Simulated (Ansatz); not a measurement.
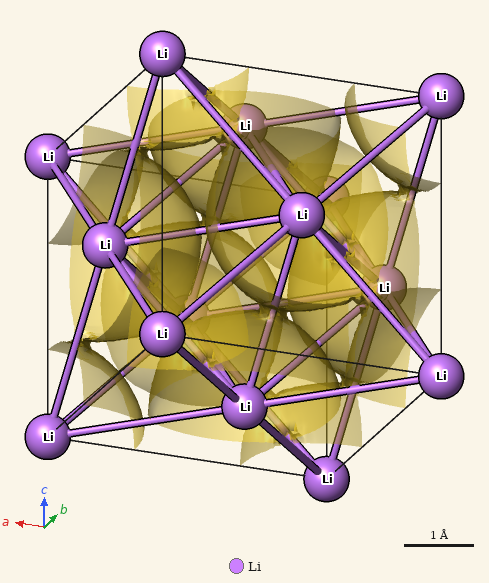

Li. Isosurface of the ELF at 0.55 (yellow), seen at an oblique angle. Core shells and regions of very low density are left out. Sticks mark near contacts.

Space group Fm-3m; changed on purpose from its base cell (volume × 1.03); computed without spin polarisation.

These are results of DFT r2SCAN, scalar-relativistic, plane waves, PAW (Ansatz 0.2.0), not measurements.

Core electrons are frozen (PAW), and the valence fields are smoothed inside the atomic spheres.

Question: Describe the localisation domains.

Answer: The ELF exceeds this value in one network that runs through the whole crystal, counted in one cell of 4 atoms. Regions shared between cells count once. There are no localised bonds or lone pairs at this value.

Values along the shortest contacts:
Li–Li (3.13 Å): the ELF reaches about 0.55 near the midpoint.

Question: Metal or insulator at this level of theory?

Answer: It is gapless in this calculation (a metal or semimetal).
